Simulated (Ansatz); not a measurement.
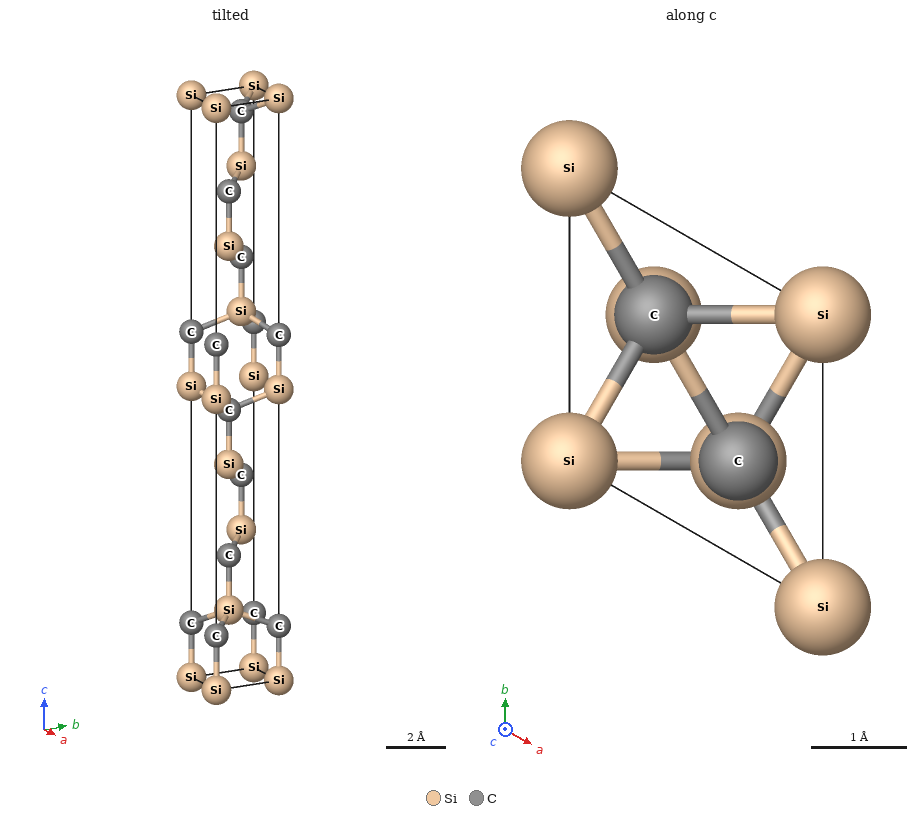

Shown here is a ball-and-stick view of the crystal, taken slightly off an axis and along the c axis. The wireframe shows the conventional unit cell.

SiC, space group P6_3mc (No. 186), a = 3.079 Å, b = 3.079 Å, c = 20.139 Å, α = 90.00°, β = 90.00°, γ = 120.00°. The initial geometry was a structure listed in the Materials Project. Earlier steps of the study may have refined or changed the cell and positions. A calculation with Ansatz used it as input.

This one geometry was computed with Ansatz (DFT, plane waves, PAW) at four levels of theory: PBE, r2SCAN, PBE0 and HSE06. It was relaxed beforehand with r2SCAN.

**Which level gives the highest pressure at this volume, and what does that say about its equilibrium volume?**

Highest: PBE (3.5 GPa), which points to the largest equilibrium volume. Lowest, with the smallest volume: PBE0 (-1.3 GPa) and HSE06 (-1.2 GPa). Levels within 0.5 GPa of each other can't be told apart.

**How does the band gap change with the level of theory?**

PBE: a gap of 1.77 eV, indirect; r2SCAN: a gap of 2.13 eV, indirect; HSE06: a gap of 2.65 eV, indirect; PBE0: a gap of 3.38 eV, indirect.

**Collect the results in a table.**

| level | cutoff (eV) | k-mesh of the run's cell | gap (eV) | pressure (GPa) |
| --- | --- | --- | --- | --- |
| PBE | 420 | 12×12×2 | 1.77 | 3.5 |
| r2SCAN | 500 | 12×12×2 | 2.13 | 0.0 |
| PBE0 | 420 | 6×6×2 | 3.38 | -1.3 |
| HSE06 | 420 | 6×6×2 | 2.65 | -1.2 |

Gaps are taken on the k-mesh or band path of each run.
